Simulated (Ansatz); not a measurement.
InAs, space group F-43m (No. 216), a = 6.048 Å, b = 6.048 Å, c = 6.048 Å, α = 90.00°, β = 90.00°, γ = 90.00°

```
site  Wyckoff       x       y       z
  In       4a  0.0000  0.0000  0.0000
  As       4d  0.2500  0.7500  0.2500
```

Source: a calculation's input that goes back to an entry of the Crystallography Open Database (an earlier step may have relaxed or displaced it).

Question: Describe the coordination of In.

Answer: InAs4: an essentially ideal tetrahedron (coordination number 4, S = 0.00; next best see-saw, S = 9.8). Bonds: 4 × In–As 2.62 Å. The next neighbour, not counted, lies at 4.28 Å.

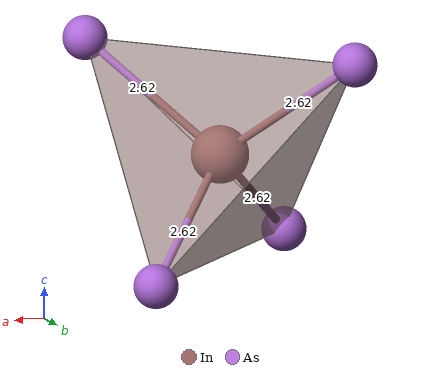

The polyhedron about In. Continuous shape measures are computed against ideal polyhedra (0 is ideal; above about 3 the distortion is strong).
